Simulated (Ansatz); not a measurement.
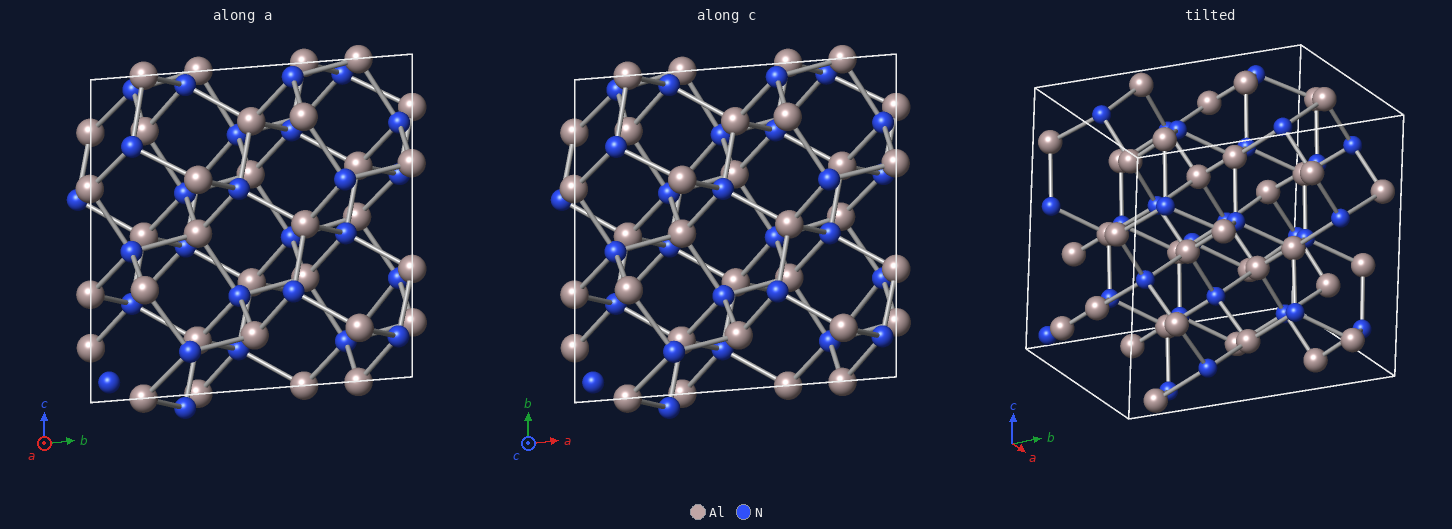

Shown here is a ball-and-stick view of the crystal, taken along the a axis, along the c axis and slightly off an axis. The simulation cell is drawn as a box. Cell: a = 8.023 Å, b = 8.023 Å, c = 8.023 Å, α = 85.02°, β = 85.02°, γ = 85.02°.

Characterise what is shown.

This is Al$_{24}$N$_{25}$. Space group: R3 (No. 146). Lattice: rhombohedral (trigonal R). Atoms per cell: 49 (24 Al, 25 N). Counting contacts within bonding distance, the coordination numbers are Al 4 to 5 (mean 4.1) and N 3 to 4 (mean 4.0). The bonds build a three-dimensional framework.

Starting structure: a structure listed in the Materials Project, repeated into a supercell with a point defect put in. The atoms were relaxed in a fixed cell with DFT PBE, scalar-relativistic, plane waves, PAW (Ansatz).
